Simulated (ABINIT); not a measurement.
**Geometry relaxation, with input and output: PbO₂ (part 3 of 3)**

PbO₂ (3 atoms in the cell); Kohn-Sham DFT of a periodic cell, LDA, PseudoDojo NC SR LDA v0.4.1 standard, no spin polarisation (ABINIT 10.8.3); cutoff 1142.88 eV, 7×7×7 k-mesh, fermi-dirac of 0.05 eV. The structure derives from a Materials Project entry.

Geometry of the input (Å; fractional positions):
```
0.0000  2.7020  2.7020
2.7020  0.0000  2.7020
2.7020  2.7020  0.0000
Pb 0.0000  0.0000  0.0000
O  0.7500  0.7500  0.7500
O  0.2500  0.2500  0.2500
```

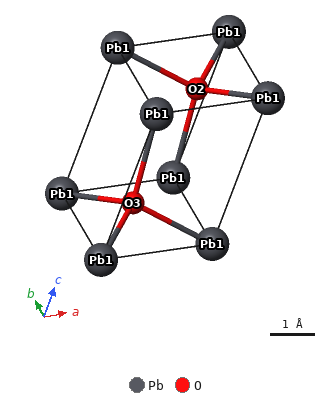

*The geometry at step 2 of the log (ball-and-stick view of the cell of the calculation, seen at an oblique angle; atoms are numbered from 1 in the order of the input).*

### Output, continued
```
 Cartesian coordinates (xcart) [bohr]
  2.88393080849552E-32 -2.88393080849552E-32  2.88393080849552E-32
  7.48602940175012E+00  7.48602940175012E+00  7.48602940175012E+00
  2.49534313391671E+00  2.49534313391671E+00  2.49534313391671E+00
 Reduced coordinates (xred)
 -2.88931286573090E-33  8.66793859719270E-33 -2.88931286573090E-33
  7.50000000000000E-01  7.50000000000000E-01  7.50000000000000E-01
  2.50000000000000E-01  2.50000000000000E-01  2.50000000000000E-01
 Cartesian forces (fcart) [Ha/bohr]; max,rms= 0.00000E+00 0.00000E+00 (free atoms)
 -0.00000000000000E+00 -0.00000000000000E+00 -0.00000000000000E+00
 -0.00000000000000E+00 -0.00000000000000E+00 -0.00000000000000E+00
 -0.00000000000000E+00 -0.00000000000000E+00 -0.00000000000000E+00
 Gradient of E wrt nuclear positions in reduced coordinates (gred)
  0.00000000000000E+00  0.00000000000000E+00  0.00000000000000E+00
  0.00000000000000E+00  0.00000000000000E+00  0.00000000000000E+00
  0.00000000000000E+00  0.00000000000000E+00  0.00000000000000E+00
 Scale of Primitive Cell (acell) [bohr]
  7.05789620551917E+00  7.05789620551917E+00  7.05789620551917E+00
 Real space primitive translations (rprimd) [bohr]
  0.00000000000000E+00  4.99068626783341E+00  4.99068626783341E+00
  4.99068626783341E+00  0.00000000000000E+00  4.99068626783341E+00
  4.99068626783341E+00  4.99068626783341E+00  0.00000000000000E+00
 Unitary Cell Volume (ucvol) [Bohr^3]=  2.48605540927367E+02
 Angles (23,13,12)= [degrees]
  6.00000000000000E+01  6.00000000000000E+01  6.00000000000000E+01
 Lengths [Bohr]
  7.05789620551917E+00  7.05789620551917E+00  7.05789620551917E+00
 Stress tensor in cartesian coordinates (strten) [Ha/bohr^3]
  2.74469070566871E-06  0.00000000000000E+00  0.00000000000000E+00
  0.00000000000000E+00  2.74469070567218E-06  0.00000000000000E+00
  0.00000000000000E+00  0.00000000000000E+00  2.74469070568259E-06
 Total energy (etotal) [Ha]= -1.03200618033889E+02

 Difference of energy with previous step (new-old):
           Absolute (Ha)=-2.52923E-05
           Relative     =-2.45079E-07

--- Iteration: ( 5/50) Internal Cycle: (1/1)
--------------------------------------------------------------------------------

---SELF-CONSISTENT-FIELD CONVERGENCE--------------------------------------------

--- !BeginCycle
iteration_state: {dtset: 1, itime: 5, icycle: 1, }
solver: {iscf: 7, nstep: 80, nline: 4, wfoptalg: 0, }
tolerances: {tolvrs: 1.00E-12, }
...

     iter   Etot(hartree)      deltaE(h)  residm     vres2
 ETOT  1  -103.20061599487    -1.032E+02 5.527E-07 2.219E-02
 ETOT  2  -103.20061593691     5.796E-08 2.927E-08 1.456E-02
 ETOT  3  -103.20061807213    -2.135E-06 6.066E-08 1.138E-03
 ETOT  4  -103.20061819627    -1.241E-07 9.067E-09 4.428E-05
 ETOT  5  -103.20061819899    -2.729E-09 4.079E-09 5.907E-07
 ETOT  6  -103.20061819903    -3.050E-11 1.458E-09 2.274E-09
 ETOT  7  -103.20061819903    -9.663E-13 1.793E-09 1.648E-12
 ETOT  8  -103.20061819903    -1.705E-13 9.013E-10 1.204E-13

 At SCF step    8       vres2   =  1.20E-13 < tolvrs=  1.00E-12 =>converged.

 Cartesian components of stress tensor (hartree/bohr^3)
  sigma(1 1)=  3.31842260E-08  sigma(3 2)=  0.00000000E+00
  sigma(2 2)=  3.31842260E-08  sigma(3 1)=  0.00000000E+00
  sigma(3 3)=  3.31842260E-08  sigma(2 1)=  0.00000000E+00

--- !ResultsGS
iteration_state: {dtset: 1, itime: 5, icycle: 1, }
comment   : Summary of ground state results
lattice_vectors:
- [  0.0000000,   4.9898961,   4.9898961, ]
- [  4.9898961,   0.0000000,   4.9898961, ]
- [  4.9898961,   4.9898961,   0.0000000, ]
lattice_lengths: [   7.05678,    7.05678,    7.05678, ]
lattice_angles: [ 60.000,  60.000,  60.000, ] # degrees, (23, 13, 12)
lattice_volume:   2.4848748E+02
convergence: {deltae: -1.705E-13, res2:  1.204E-13, residm:  9.013E-10, diffor: null, }
etotal    :  -1.03200618E+02
entropy   :   0.00000000E+00
fermie    :   1.73211208E-01
cartesian_stress_tensor: # hartree/bohr^3
- [  3.31842260E-08,   0.00000000E+00,   0.00000000E+00, ]
- [  0.00000000E+00,   3.31842260E-08,   0.00000000E+00, ]
- [  0.00000000E+00,   0.00000000E+00,   3.31842260E-08, ]
pressure_GPa:  -9.7631E-04
xred      :
- [ -2.9242E-33,   8.7725E-33,  -2.9242E-33, Pb]
- [  7.5000E-01,   7.5000E-01,   7.5000E-01,  O]
- [  2.5000E-01,   2.5000E-01,   2.5000E-01,  O]
cartesian_forces: # hartree/bohr
- [ -0.00000000E+00,  -0.00000000E+00,  -0.00000000E+00, ]
- [ -0.00000000E+00,  -0.00000000E+00,  -0.00000000E+00, ]
- [ -0.00000000E+00,  -0.00000000E+00,  -0.00000000E+00, ]
force_length_stats: {min:   0.00000000E+00, max:   0.00000000E+00, mean:   0.00000000E+00, }
...

 Integrated electronic density in atomic spheres:
 ------------------------------------------------
 Atom  Sphere_radius  Integrated_density
    1        2.00000          9.95041125
    2        2.00000          6.10552608
    3        2.00000          6.10552608

---OUTPUT-----------------------------------------------------------------------

 Cartesian coordinates (xcart) [bohr]
  2.91826630396363E-32 -2.91826630396362E-32  2.91826630396363E-32
  7.48484417327940E+00  7.48484417327940E+00  7.48484417327940E+00
  2.49494805775980E+00  2.49494805775980E+00  2.49494805775980E+00
 Reduced coordinates (xred)
 -2.92417541007239E-33  8.77252623021716E-33 -2.92417541007239E-33
  7.50000000000000E-01  7.50000000000000E-01  7.50000000000000E-01
  2.50000000000000E-01  2.50000000000000E-01  2.50000000000000E-01
 Cartesian forces (fcart) [Ha/bohr]; max,rms= 0.00000E+00 0.00000E+00 (free atoms)
 -0.00000000000000E+00 -0.00000000000000E+00 -0.00000000000000E+00
 -0.00000000000000E+00 -0.00000000000000E+00 -0.00000000000000E+00
 -0.00000000000000E+00 -0.00000000000000E+00 -0.00000000000000E+00
 Gradient of E wrt nuclear positions in reduced coordinates (gred)
  0.00000000000000E+00  0.00000000000000E+00  0.00000000000000E+00
  0.00000000000000E+00  0.00000000000000E+00  0.00000000000000E+00
  0.00000000000000E+00  0.00000000000000E+00  0.00000000000000E+00
 Scale of Primitive Cell (acell) [bohr]
  7.05677876140064E+00  7.05677876140064E+00  7.05677876140064E+00
 Real space primitive translations (rprimd) [bohr]
  0.00000000000000E+00  4.98989611551960E+00  4.98989611551960E+00
  4.98989611551960E+00  0.00000000000000E+00  4.98989611551960E+00
  4.98989611551960E+00  4.98989611551960E+00  0.00000000000000E+00
 Unitary Cell Volume (ucvol) [Bohr^3]=  2.48487477919407E+02
 Angles (23,13,12)= [degrees]
  6.00000000000000E+01  6.00000000000000E+01  6.00000000000000E+01
 Lengths [Bohr]
  7.05677876140064E+00  7.05677876140064E+00  7.05677876140064E+00
 Stress tensor in cartesian coordinates (strten) [Ha/bohr^3]
  3.31842260267723E-08  0.00000000000000E+00  0.00000000000000E+00
  0.00000000000000E+00  3.31842260406501E-08  0.00000000000000E+00
  0.00000000000000E+00  0.00000000000000E+00  3.31842260267723E-08
 Total energy (etotal) [Ha]= -1.03200618199026E+02

 Difference of energy with previous step (new-old):
           Absolute (Ha)=-1.65137E-07
           Relative     =-1.60016E-09

 At Broyd/MD step   5, gradients are converged :
  max grad (force/stress) = 3.3184E-06 < tolmxf= 2.0000E-05 ha/bohr (free atoms)

================================================================================

 ----iterations are completed or convergence reached----

 Mean square residual over all n,k,spin=   37.636E-13; max=  90.126E-11
 reduced coordinates (array xred) for    3 atoms
      -0.000000000000      0.000000000000     -0.000000000000
       0.750000000000      0.750000000000      0.750000000000
       0.250000000000      0.250000000000      0.250000000000
 rms dE/dt=  0.0000E+00; max dE/dt=  0.0000E+00; dE/dt below (all hartree)
    1       0.000000000000      0.000000000000      0.000000000000
    2       0.000000000000      0.000000000000      0.000000000000
    3       0.000000000000      0.000000000000      0.000000000000

 cartesian coordinates (angstrom) at end:
    1      0.00000000000000    -0.00000000000000     0.00000000000000
    2      3.96080896097250     3.96080896097250     3.96080896097250
    3      1.32026965365750     1.32026965365750     1.32026965365750

 cartesian forces (hartree/bohr) at end:
    1     -0.00000000000000    -0.00000000000000    -0.00000000000000
    2     -0.00000000000000    -0.00000000000000    -0.00000000000000
    3     -0.00000000000000    -0.00000000000000    -0.00000000000000
 frms,max,avg= 0.0000000E+00 0.0000000E+00   0.000E+00  0.000E+00  0.000E+00 h/b

 cartesian forces (eV/Angstrom) at end:
    1     -0.00000000000000    -0.00000000000000    -0.00000000000000
    2     -0.00000000000000    -0.00000000000000    -0.00000000000000
    3     -0.00000000000000    -0.00000000000000    -0.00000000000000
 frms,max,avg= 0.0000000E+00 0.0000000E+00   0.000E+00  0.000E+00  0.000E+00 e/A
 length scales=  7.056778761401  7.056778761401  7.056778761401 bohr
              =  3.734286500384  3.734286500384  3.734286500384 angstroms
 Fermi (or HOMO) energy (hartree) =   0.17321   Average Vxc (hartree)=  -0.45490
 Eigenvalues (hartree) for nkpt=  20  k points:
 kpt#   1, nband= 17, wtk=  0.00292, kpt=  0.0000  0.0000  0.0000 (reduced coord)
  -0.52235   -0.40758   -0.40758   -0.40758   -0.39524   -0.39524   -0.39519    0.08731
   0.09357    0.09357    0.09357    0.12067    0.12067    0.12067    0.42584    0.42584
   0.42584
      occupation numbers for kpt#   1
   2.00000    2.00000    2.00000    2.00000    2.00000    2.00000    2.00000    2.00000
   2.00000    2.00000    2.00000    2.00000    2.00000    2.00000    0.00000    0.00000
   0.00000
 prteigrs : prtvol=0 or 1, do not print more k-points.

--- !EnergyTerms
iteration_state     : {dtset: 1, itime: 5, icycle: 1, }
comment             : Components of total free energy in Hartree
kinetic             :  5.71330706947323E+01
hartree             :  1.77572905089014E+01
xc                  : -2.80352355377710E+01
Ewald energy        : -7.89923403714366E+01
psp_core            :  5.93191240530352E+00
local_psp           : -5.70549301271046E+01
non_local_psp       : -1.99403156840840E+01
internal            : -1.03200548111459E+02
'-kT*entropy'       : -7.00875673146522E-05
total_energy        : -1.03200618199026E+02
total_energy_eV     : -2.80823188263772E+03
band_energy         : -5.06750565968184E+00
...

 Cartesian components of stress tensor (hartree/bohr^3)
  sigma(1 1)=  3.31842260E-08  sigma(3 2)=  0.00000000E+00
  sigma(2 2)=  3.31842260E-08  sigma(3 1)=  0.00000000E+00
  sigma(3 3)=  3.31842260E-08  sigma(2 1)=  0.00000000E+00

-Cartesian components of stress tensor (GPa)         [Pressure= -9.7631E-04 GPa]
- sigma(1 1)=  9.76313637E-04  sigma(3 2)=  0.00000000E+00
- sigma(2 2)=  9.76313637E-04  sigma(3 1)=  0.00000000E+00
- sigma(3 3)=  9.76313637E-04  sigma(2 1)=  0.00000000E+00

== END DATASET(S) ==============================================================
================================================================================

 -outvars: echo values of variables after computation  --------
            acell      7.0567787614E+00  7.0567787614E+00  7.0567787614E+00 Bohr
           etotal     -1.0320061820E+02
            fcart     -0.0000000000E+00 -0.0000000000E+00 -0.0000000000E+00
                      -0.0000000000E+00 -0.0000000000E+00 -0.0000000000E+00
                      -0.0000000000E+00 -0.0000000000E+00 -0.0000000000E+00
            rprim      0.0000000000E+00  7.0710678119E-01  7.0710678119E-01
                       7.0710678119E-01  0.0000000000E+00  7.0710678119E-01
                       7.0710678119E-01  7.0710678119E-01  0.0000000000E+00
           strten      3.3184226027E-08  3.3184226041E-08  3.3184226027E-08
                       0.0000000000E+00  0.0000000000E+00  0.0000000000E+00
           xangst      1.5442800224E-32 -1.5442800224E-32  1.5442800224E-32
                       3.9608089610E+00  3.9608089610E+00  3.9608089610E+00
                       1.3202696537E+00  1.3202696537E+00  1.3202696537E+00
             xred     -2.9241754101E-33  8.7725262302E-33 -2.9241754101E-33
                       7.5000000000E-01  7.5000000000E-01  7.5000000000E-01
                       2.5000000000E-01  2.5000000000E-01  2.5000000000E-01
 Calculation completed.
```

### Trajectory as extended XYZ (Å, eV, eV/Å), 5 frames, from step=0 to step=4
```
3
Lattice="0.0000 2.7020 2.7020 2.7020 0.0000 2.7020 2.7020 2.7020 0.0000" Properties=species:S:1:pos:R:3:forces:R:3 step=0 energy=-2808.14709
Pb    0.0000    0.0000    0.0000    0.0000   0.0000   0.0000
O     4.0530    4.0530    4.0530    0.0000   0.0000   0.0000
O     1.3510    1.3510    1.3510    0.0000   0.0000   0.0000
3
Lattice="0.0000 2.6756 2.6756 2.6756 0.0000 2.6756 2.6756 2.6756 0.0000" Properties=species:S:1:pos:R:3:forces:R:3 step=1 energy=-2808.20300
Pb    0.0000    0.0000    0.0000    0.0000   0.0000   0.0000
O     4.0134    4.0134    4.0134    0.0000   0.0000   0.0000
O     1.3378    1.3378    1.3378    0.0000   0.0000   0.0000
3
Lattice="0.0000 2.6353 2.6353 2.6353 0.0000 2.6353 2.6353 2.6353 0.0000" Properties=species:S:1:pos:R:3:forces:R:3 step=2 energy=-2808.23119
Pb    0.0000    0.0000    0.0000    0.0000   0.0000   0.0000
O     3.9529    3.9529    3.9529    0.0000   0.0000   0.0000
O     1.3176    1.3176    1.3176    0.0000   0.0000   0.0000
3
Lattice="0.0000 2.6410 2.6410 2.6410 0.0000 2.6410 2.6410 2.6410 0.0000" Properties=species:S:1:pos:R:3:forces:R:3 step=3 energy=-2808.23188
Pb    0.0000    0.0000    0.0000    0.0000   0.0000   0.0000
O     3.9614    3.9614    3.9614    0.0000   0.0000   0.0000
O     1.3205    1.3205    1.3205    0.0000   0.0000   0.0000
3
Lattice="0.0000 2.6405 2.6405 2.6405 0.0000 2.6405 2.6405 2.6405 0.0000" Properties=species:S:1:pos:R:3:forces:R:3 step=4 energy=-2808.23188
Pb    0.0000    0.0000    0.0000    0.0000   0.0000   0.0000
O     3.9608    3.9608    3.9608    0.0000   0.0000   0.0000
O     1.3203    1.3203    1.3203    0.0000   0.0000   0.0000
```

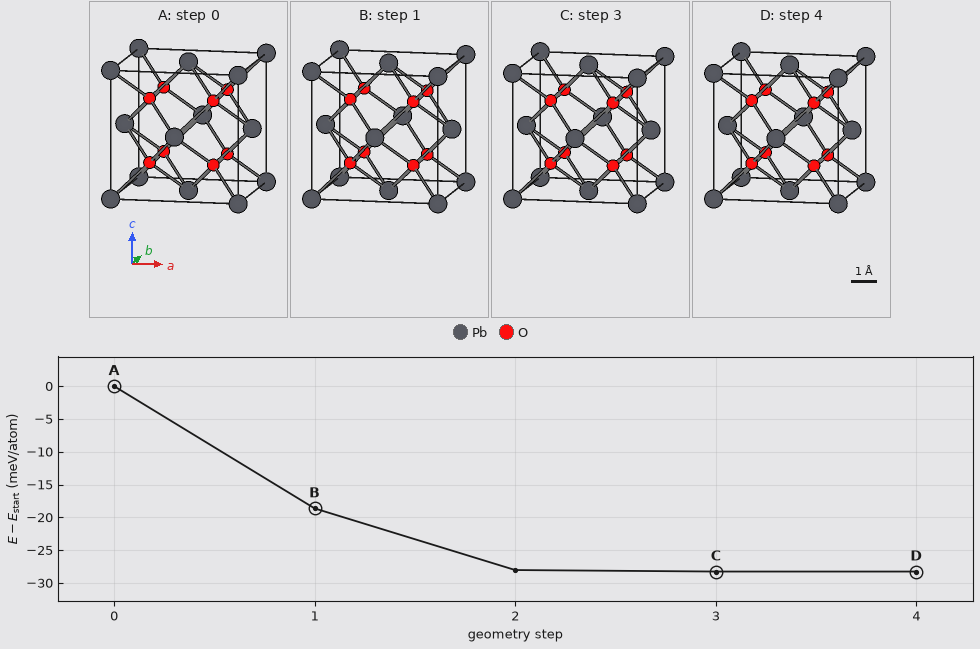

*Frames of the relaxation (ball-and-stick view of the cell 4 times as large as that of the calculation, set on its symmetry axes, seen slightly off an axis) above the curves, on which the letters mark them (steps are counted from 0).*

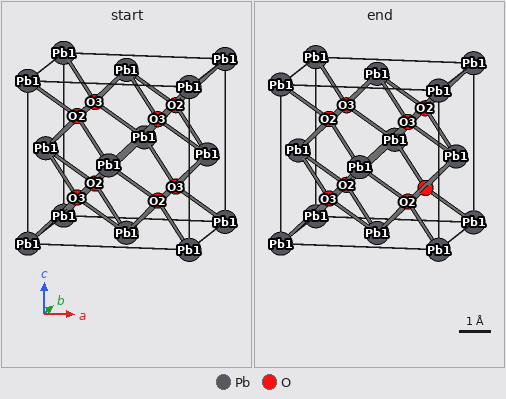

*Before (left) and after (right) the relaxation, at one scale (ball-and-stick view of the cell 4 times as large as that of the calculation, set on its symmetry axes, seen slightly off an axis).*

The atoms keep their places relative to the cell (all moves are under 0.005 Å). Cell: a = b = c 5.404 → 5.281 Å (−2.3 %). Volume −6.7 %. Among the contacts that change: Pb1–O2 2.340 → 2.287 Å. The space group stays Fm-3m (No. 225). The energy falls by 28.3 meV per atom in 4 geometry steps. All forces vanish by symmetry, so only the cell relaxes. (Atoms are counted from 1 in the order of the input.)
